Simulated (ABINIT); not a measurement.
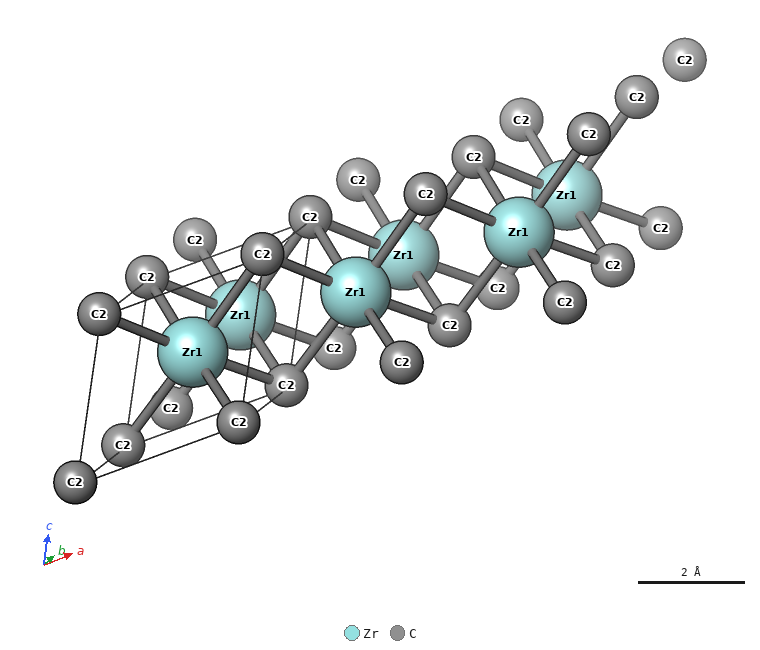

Fig. 1: The structure as given in the input (ball-and-stick view of the cell of the calculation, repeated 3 × 2 × 1, seen slightly off an axis; atoms are numbered from 1 in the order of the input). An atom can appear more than once, as a periodic image. Near neighbours in the periodic cell (some may lie outside the picture): Zr has 6 C at 2.33 to 2.40 Å; C has 6 Zr at 2.33 to 2.40 Å.

Single-point calculation of ZrC

System: ZrC (2 atoms in the cell).
Method: Kohn-Sham DFT of a periodic cell, PBE, JTH PAW PBE v2.0, no spin polarisation (ABINIT 10.8.3).

The structure derives from an entry of the Crystallography Open Database.

The input
```
# Pseudopotentials
pp_dirpath "./"
pseudos "Zr.GGA_PBE-JTH.xml, C.GGA_PBE-JTH.xml"

# Structure
acell 3.344615075 3.344615075 3.344615075 Angstrom
rprim
     0.0000000000     0.7071067812     0.7071067812
     0.7071067812     0.0000000000     0.7071067812
     0.7071067812     0.7071067812     0.0000000000
ntypat 2
znucl 40 6
natom 2
typat 1 2
xred
     0.4901410000     0.4959120000     0.5064160000
    -0.0109390000    -0.0047220000     0.0215780000
chkprim 0
chksymtnons 0
tolsym 1.0e-6

# Plane-wave basis
ecut 19.0
pawecutdg 19.0
pawxcdev 0

# k points
kptopt 1
ngkpt 8 8 8
nshiftk 1
shiftk 0.0 0.0 0.0

# Exchange and correlation
ixc 11

# Bands and occupations
nband 12
occopt 3
tsmear 0.00183747

# SCF cycle
nstep 100
tolvrs 1.0e-9

# Output
iomode 3
prtwf 0
prtden 0
prteig 0
prtebands 0
enunit 2
```

Hardware: 1 thread of Arm Neoverse V2, 24 GiB of memory available, shared host.

Launch command:
```bash
abinit run.abi > log 2>&1
```

What the program printed
```
.Version 10.8.3 of ABINIT
 Symmetries : space group P1 (#  1); Bravais aP (primitive triclinic)
================================================================================
 Values of the parameters that define the memory need of the present run
     intxc =       0    ionmov =       0      iscf =      17    lmnmax =      18
     lnmax =       6     mgfft =      27  mpssoang =       3    mqgrid =    3001
     natom =       2  nloc_mem =       2    nspden =       1   nspinor =       1
    nsppol =       1      nsym =       1    n1xccc =       1    ntypat =       2
    occopt =       3   xclevel =       2
       mpw =         714          nfft =       19683          nkpt =         260
 PAW method is used; the additional fine FFT grid is defined by:
   mgfftf=        27    nfftf =     19683
================================================================================
================================================================================

--------------------------------------------------------------------------------
------------- Echo of variables that govern the present computation ------------
--------------------------------------------------------------------------------
 -outvars: echo values of preprocessed input variables --------
            acell      6.3204064883E+00  6.3204064883E+00  6.3204064883E+00 Bohr
              amu      9.12240000E+01  1.20110000E+01
          chkprim           0
      chksymtnons           0
             ecut      1.90000000E+01 Hartree
           enunit           2
                       outvar_i_n : Printing only first  50 k-points.
              ixc          11
                       outvar_i_n : Printing only first  50 k-points.
         kptrlatt        8    0    0      0    8    0      0    0    8
          kptrlen      5.05632519E+01
            natom           2
            nband          12
            ngfft          27      27      27
          ngfftdg          27      27      27
             nkpt         260
            nstep         100
             nsym           1
           ntypat           2
                       prtocc : prtvol=0, do not print more k-points.
           occopt           3
        pawecutdg      1.90000000E+01 Hartree
         pawxcdev           0
           prtden           0
        prtebands           0
           prteig           0
            prtwf           0
            rprim      0.0000000000E+00  7.0710678120E-01  7.0710678120E-01
                       7.0710678120E-01  0.0000000000E+00  7.0710678120E-01
                       7.0710678120E-01  7.0710678120E-01  0.0000000000E+00
          spgroup           1
           tolsym      1.00000000E-06
           tolvrs      1.00000000E-09
           tsmear      1.83747000E-03 Hartree
            typat      1  2
           useylm           1
                       outvars : Printing only first  50 k-points.
           xangst      2.3705057200E+00  2.3568573050E+00  2.3320153450E+00
                       3.9864440001E-02  2.5161235000E-02 -3.7038265001E-02
            xcart      4.4796065908E+00  4.4538148244E+00  4.4068703235E+00
                       7.5332873764E-02  4.7547843140E-02 -6.9992177030E-02
             xred      4.9014100000E-01  4.9591200000E-01  5.0641600000E-01
                      -1.0939000000E-02 -4.7220000000E-03  2.1578000000E-02
            znucl       40.00000    6.00000

================================================================================

 chkinp: Checking input parameters for consistency.

================================================================================
== DATASET  1 ==================================================================

--- !DatasetInfo
iteration_state: {dtset: 1, }
dimensions: {natom: 2, nkpt: 260, mband: 12, nsppol: 1, nspinor: 1, nspden: 1, mpw: 714, }
cutoff_energies: {ecut:  19.0, pawecutdg:  19.0, }
electrons: {nelect:   1.60000000E+01, charge:   0.00000000E+00, occopt:   3.00000000E+00, tsmear:   1.83747000E-03, }
meta: {optdriver: 0, ionmov: 0, optcell: 0, iscf: 17, paral_kgb: 0, }
...

 Exchange-correlation functional for the present dataset will be:
  GGA: Perdew-Burke-Ernzerhof functional - ixc=11
  J.P.Perdew, K.Burke, M.Ernzerhof, PRL 77, 3865 (1996)

 Real(R)+Recip(G) space primitive vectors, cartesian coordinates (Bohr,Bohr^-1):
 R(1)=  0.0000000  4.4692023  4.4692023  G(1)= -0.1118768  0.1118768  0.1118768
 R(2)=  4.4692023  0.0000000  4.4692023  G(2)=  0.1118768 -0.1118768  0.1118768
 R(3)=  4.4692023  4.4692023  0.0000000  G(3)=  0.1118768  0.1118768 -0.1118768
 Unit cell volume ucvol=  1.7853363E+02 bohr^3
 Angles (23,13,12)=  6.00000000E+01  6.00000000E+01  6.00000000E+01 degrees

 Coarse grid specifications (used for wave-functions):

 getcut: wavevector=  0.0000  0.0000  0.0000  ngfft=  27  27  27
         ecut(hartree)=     19.000   => boxcut(ratio)=   2.09956

 Fine grid specifications (used for densities):

 getcut: wavevector=  0.0000  0.0000  0.0000  ngfft=  27  27  27
         ecut(hartree)=     19.000   => boxcut(ratio)=   2.09956

--- Pseudopotential description ------------------------------------------------
- pspini: atom type   1  psp file is ./Zr.GGA_PBE-JTH.xml
 Pseudopotential format is: paw10
 basis_size (lnmax)=  6 (lmn_size= 18), orbitals=   0   0   1   1   2   2
 Spheres core radius: rc_sph= 2.22030268
 Shapefunction is BESSEL type: shapef(r,l)=aa(1,l)*jl(q(1,l)*r)+aa(2,l)*jl(q(2,l)*r)
 Radius for shape functions =  2.22030268
 Compensation charge density is not taken into account in XC energy/potential

- pspini: atom type   2  psp file is ./C.GGA_PBE-JTH.xml
 Pseudopotential format is: paw10
 basis_size (lnmax)=  4 (lmn_size=  8), orbitals=   0   0   1   1
 Spheres core radius: rc_sph= 1.50736703
 Shapefunction is SIN type: shapef(r)=[sin(pi*r/rshp)/(pi*r/rshp)]**2
 Radius for shape functions =  1.30052589
 Compensation charge density is not taken into account in XC energy/potential

   3.19578956E+02                                ecore*ucvol(ha*bohr**3)
--------------------------------------------------------------------------------

================================================================================

--- !BeginCycle
iteration_state: {dtset: 1, }
solver: {iscf: 17, nstep: 100, nline: 4, wfoptalg: 10, }
tolerances: {tolvrs: 1.00E-09, }
...

     iter   Etot(hartree)      deltaE(h)  residm     nres2
 ETOT  1  -53.344687035771    -5.334E+01 4.336E-01 1.322E+01
 ETOT  2  -53.355197128679    -1.051E-02 5.291E-02 5.828E+00
 ETOT  3  -53.320489692987     3.471E-02 1.211E-01 2.394E-01
 ETOT  4  -53.320680391606    -1.907E-04 8.274E-03 1.321E-02
 ETOT  5  -53.320600683925     7.971E-05 1.589E-03 3.848E-04
 ETOT  6  -53.320602690517    -2.007E-06 3.023E-03 1.224E-05
 ETOT  7  -53.320602704327    -1.381E-08 1.902E-04 3.647E-06
 ETOT  8  -53.320602703477     8.499E-10 2.653E-04 8.686E-08
 ETOT  9  -53.320602703568    -9.091E-11 2.549E-05 1.158E-08
 ETOT 10  -53.320602703541     2.692E-11 2.775E-05 1.032E-10

 At SCF step   10       nres2   =  1.03E-10 < tolvrs=  1.00E-09 =>converged.

 Cartesian components of stress tensor (hartree/bohr^3)
  sigma(1 1)=  9.57976738E-05  sigma(3 2)= -3.33610959E-07
  sigma(2 2)=  9.67237466E-05  sigma(3 1)= -4.71924499E-07
  sigma(3 3)=  1.04864347E-04  sigma(2 1)=  2.99092666E-06

--- !ResultsGS
iteration_state: {dtset: 1, }
comment   : Summary of ground state results
lattice_vectors:
- [  0.0000000,   4.4692023,   4.4692023, ]
- [  4.4692023,   0.0000000,   4.4692023, ]
- [  4.4692023,   4.4692023,   0.0000000, ]
lattice_lengths: [   6.32041,    6.32041,    6.32041, ]
lattice_angles: [ 60.000,  60.000,  60.000, ] # degrees, (23, 13, 12)
lattice_volume:   1.7853363E+02
convergence: {deltae:  2.692E-11, res2:  1.032E-10, residm:  2.775E-05, diffor: null, }
etotal    :  -5.33206027E+01
entropy   :   0.00000000E+00
fermie    :   4.16635823E-01
cartesian_stress_tensor: # hartree/bohr^3
- [  9.57976738E-05,   2.99092666E-06,  -4.71924499E-07, ]
- [  2.99092666E-06,   9.67237466E-05,  -3.33610959E-07, ]
- [ -4.71924499E-07,  -3.33610959E-07,   1.04864347E-04, ]
pressure_GPa:  -2.9165E+00
xred      :
- [  4.9014E-01,   4.9591E-01,   5.0642E-01, Zr]
- [ -1.0939E-02,  -4.7220E-03,   2.1578E-02,  C]
cartesian_forces: # hartree/bohr
- [  4.50240017E-03,   4.26152794E-03,  -5.45542812E-04, ]
- [ -4.50240017E-03,  -4.26152794E-03,   5.45542812E-04, ]
force_length_stats: {min:   6.22333067E-03, max:   6.22333067E-03, mean:   6.22333067E-03, }
...

 Integrated electronic density in atomic spheres:
 ------------------------------------------------
 Atom  Sphere_radius  Integrated_density
    1        2.22030          9.02830354
    2        1.50737          2.37403013

================================================================================

 ----iterations are completed or convergence reached----

 Mean square residual over all n,k,spin=   52.298E-09; max=  27.747E-06
 reduced coordinates (array xred) for    2 atoms
       0.490141000000      0.495912000000      0.506416000000
      -0.010939000000     -0.004722000000      0.021578000000
 rms dE/dt=  2.6601E-02; max dE/dt=  3.9144E-02; dE/dt below (all hartree)
    1      -0.016896245970     -0.017495129629     -0.039191198901
    2       0.016318732495      0.017872862298      0.039144336217

 cartesian coordinates (angstrom) at end:
    1      2.37050572003633     2.35685730503612     2.33201534503574
    2      0.03986444000061     0.02516123500039    -0.03703826500057

 cartesian forces (hartree/bohr) at end:
    1      0.00450240017103     0.00426152793886    -0.00054554281158
    2     -0.00450240017103    -0.00426152793886     0.00054554281158
 frms,max,avg= 3.5930416E-03 4.5024002E-03  -5.081E-05  5.606E-05  8.554E-06 h/b

 cartesian forces (eV/Angstrom) at end:
    1      0.23152272555690     0.21913657737304    -0.02805293928742
    2     -0.23152272555690    -0.21913657737304     0.02805293928742
 frms,max,avg= 1.8476163E-01 2.3152273E-01  -2.613E-03  2.883E-03  4.399E-04 e/A
 length scales=  6.320406488333  6.320406488333  6.320406488333 bohr
              =  3.344615075000  3.344615075000  3.344615075000 angstroms
 Fermi (or HOMO) energy (hartree) =   0.41664   Average Vxc (hartree)=  -0.44479
 Eigenvalues (hartree) for nkpt= 260  k points:
 kpt#   1, nband= 12, wtk=  0.00195, kpt=  0.0000  0.0000  0.0000 (reduced coord)
  -1.35253   -0.53376   -0.53376   -0.53375    0.00550    0.44476    0.44552    0.45077
   0.45856    0.46566    0.46664    0.52205
      occupation numbers for kpt#   1
   2.00000    2.00000    2.00000    2.00000    2.00000    0.00000    0.00000    0.00000
   0.00000    0.00000    0.00000    0.00000
 prteigrs : prtvol=0 or 1, do not print more k-points.

 Fermi (or HOMO) energy (eV) =  11.33724   Average Vxc (eV)= -12.10347
 Eigenvalues (   eV  ) for nkpt= 260  k points:
 kpt#   1, nband= 12, wtk=  0.00195, kpt=  0.0000  0.0000  0.0000 (reduced coord)
 -36.80425  -14.52447  -14.52424  -14.52399    0.14965   12.10264   12.12317   12.26618
  12.47807   12.67113   12.69779   14.20567
 prteigrs : prtvol=0 or 1, do not print more k-points.

--- !EnergyTerms
iteration_state     : {dtset: 1, }
comment             : Components of total free energy in Hartree
kinetic             :  1.53652080874925E+01
hartree             :  7.05313713014268E+00
xc                  : -8.93518741177182E+00
Ewald energy        : -4.68824952092042E+01
psp_core            :  1.79002106101076E+00
local_psp           : -3.35093983381899E+01
PAW spherical_terms :  1.17982331338469E+01
internal            : -5.33204815466731E+01
'-kT*entropy'       : -1.12908337882630E-04
total_energy        : -5.33205944550110E+01
total_energy_eV     : -1.45092729058062E+03
...

--- !EnergyTermsDC
iteration_state     : {dtset: 1, }
comment             : '"Double-counting" decomposition of free energy'
band_energy         : -3.84997975896371E+00
Ewald energy        : -4.68824952092042E+01
psp_core            :  1.79002106101076E+00
xc_dc               : -6.07271521751098E+00
PAW spherical_terms :  1.69467932946501E+00
internal            : -5.33204897952031E+01
'-kT*entropy'       : -1.12908337882630E-04
total_energy_dc     : -5.33206027035410E+01
total_energy_dc_eV  : -1.45092751503455E+03
...

--- !EnergyTermsWithPAWCore
iteration_state     : {dtset: 1, }
comment             : 'Components of total free energy, including PAW core contributions'
Total energy        : -3.63696612473812E+03
Total energy DC     : -3.63696613298665E+03
Total energy (eV)   : -9.89668899837976E+04
Total energy DC (eV): -9.89668902082515E+04
...

 Cartesian components of stress tensor (hartree/bohr^3)
  sigma(1 1)=  9.57976738E-05  sigma(3 2)= -3.33610959E-07
  sigma(2 2)=  9.67237466E-05  sigma(3 1)= -4.71924499E-07
  sigma(3 3)=  1.04864347E-04  sigma(2 1)=  2.99092666E-06

-Cartesian components of stress tensor (GPa)         [Pressure= -2.9165E+00 GPa]
- sigma(1 1)=  2.81846487E+00  sigma(3 2)= -9.81517327E-03
- sigma(2 2)=  2.84571087E+00  sigma(3 1)= -1.38844981E-02
- sigma(3 3)=  3.08521561E+00  sigma(2 1)=  8.79961003E-02

== END DATASET(S) ==============================================================
================================================================================

 -outvars: echo values of variables after computation  --------
            acell      6.3204064883E+00  6.3204064883E+00  6.3204064883E+00 Bohr
           etotal     -5.3320602704E+01
            fcart      4.5024001710E-03  4.2615279389E-03 -5.4554281158E-04
                      -4.5024001710E-03 -4.2615279389E-03  5.4554281158E-04
            rprim      0.0000000000E+00  7.0710678120E-01  7.0710678120E-01
                       7.0710678120E-01  0.0000000000E+00  7.0710678120E-01
                       7.0710678120E-01  7.0710678120E-01  0.0000000000E+00
           strten      9.5797673796E-05  9.6723746647E-05  1.0486434712E-04
                      -3.3361095866E-07 -4.7192449873E-07  2.9909266585E-06
           xangst      2.3705057200E+00  2.3568573050E+00  2.3320153450E+00
                       3.9864440001E-02  2.5161235000E-02 -3.7038265001E-02
             xred      4.9014100000E-01  4.9591200000E-01  5.0641600000E-01
                      -1.0939000000E-02 -4.7220000000E-03  2.1578000000E-02
 Calculation completed.
```

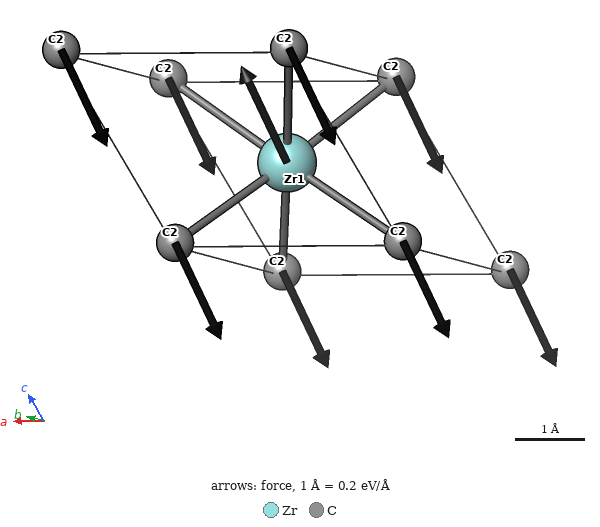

Fig. 2: Forces on the atoms as black arrows (ball-and-stick view of the cell of the calculation, seen at an oblique angle; atoms are numbered from 1 in the order of the input). The largest act on Zr1 (0.32 eV/Å); C2 (0.32 eV/Å). The geometry is not a stationary point of this energy.

Key numbers

- outcome: converged
- space group (tolerance 0.01 Å): Imm2 (44)
- electrons treated: 16
- free energy: −1450.9275 eV
- Fermi energy: 11.337 eV
- gap on the k-point mesh: none (metallic)
- pressure: −2.92 GPa
- largest force (length of the vector): 0.320 eV/Å
- wall time: 54 s
- peak memory: 0.17 GiB
